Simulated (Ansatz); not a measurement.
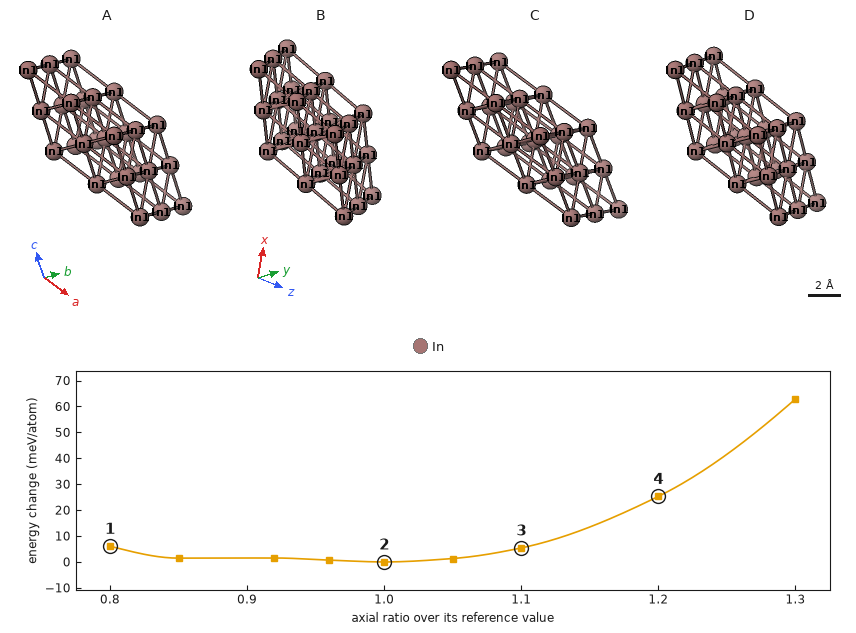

Crystalline In (I4/mmm): the ratio of the cell's length along z to its lengths across, counted as 1 for the reference, is changed at fixed volume (a c/a path), with the atoms kept at their fractional coordinates. x, y and z are the Cartesian axes of the input. The frames are shuffled; the numbered points of the plot belong to them. A ball-and-stick model of the cell of the calculation, repeated 2 × 2 × 2 with one cell outlined, seen slightly off an axis.

Level of theory: DFT PBEsol, scalar-relativistic, plane waves, PAW in Ansatz. Settings: plane-wave cutoff 420 eV; k-point mesh 22 × 22 × 22; occupations gaussian; smearing width 0.15 eV; no spin polarisation. Energies (free energies at the smearing named) are counted from the cell as listed in its source, which wasn't relaxed.

**Which frame belongs to which numbered point?**

Point 1 is frame B (the relative ratio 0.80, 6.1 meV/atom); 2 is frame D (the relative ratio 1.00, 0.0 meV/atom); 3 is frame A (the relative ratio 1.10, 5.4 meV/atom); 4 is frame C (the relative ratio 1.20, 25.3 meV/atom). Of the computed points the lowest is at the relative ratio 1.00, 0.0 meV/atom. Further local minima among the points: 0.85 (1.5 meV/atom). At the ends of the scan the energy is 6.1 meV/atom (0.80) and 62.9 meV/atom (1.30). The unrelaxed reference is under a pressure of −1.0 GPa. The distortion keeps the space group I4/mmm. At the relative ratio 1.30 the cell of the drawing goes a 3.378 → 3.623 Å, b 3.378 → 3.623 Å, c 3.378 → 3.623 Å, α 122.4° → 131.4°, β 122.4° → 131.4°, γ 85.8° → 71.1°.
